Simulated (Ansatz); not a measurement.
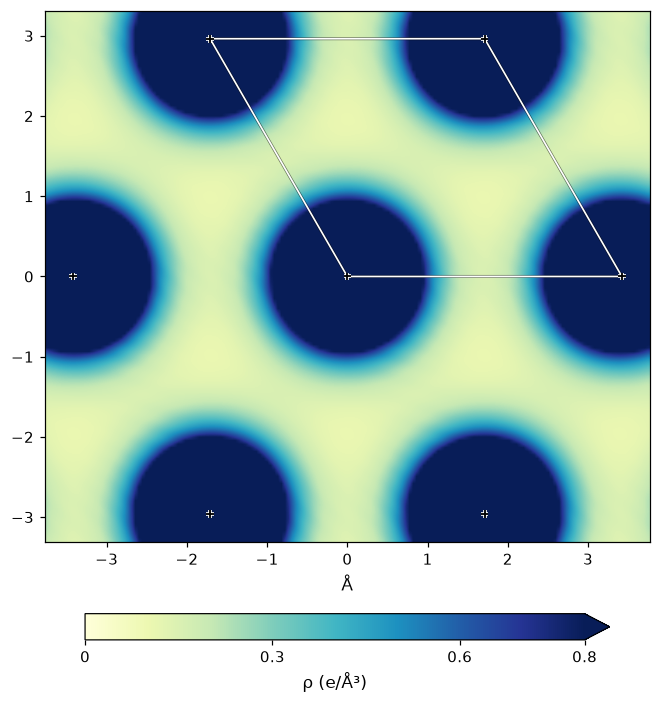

The valence charge density (pseudo) on a plane through atoms (crosses mark nuclei in the plane).

The calculation used DFT, PBEsol, plane waves (420 eV) with PAW, scalar-relativistic (Ansatz).

Candidates:
A. Rh, a = 2.50 Å, b = 2.50 Å, c = 2.50 Å, α = 90.00°, β = 90.00°, γ = 90.00°. Space group Pm-3m; set up as Rh, simple cubic; a generated structure, not necessarily the stable one; changed on purpose from its base cell (volume × 1.0); computed without spin polarisation.
B. Bi, a = 3.42 Å, b = 3.42 Å, c = 11.41 Å, α = 90.00°, β = 90.00°, γ = 120.00°. Space group P6₃/mmc; set up as Bi, dhcp; a generated structure, not necessarily the stable one; changed on purpose from its base cell (volume × 0.96); computed pressure about 3 GPa in this cell.
C. Ru, a = 2.68 Å, b = 2.68 Å, c = 8.61 Å, α = 90.00°, β = 90.00°, γ = 120.00°. Space group P6₃/mmc; set up as Ru, dhcp; a generated structure, not necessarily the stable one; computed without spin polarisation.

> Which system is this?

Candidate B: Bi on the (001) plane of the conventional cell, which holds Bi. Bi–Bi (3.42 Å): ρ is about 0.15 e/Å³ halfway.
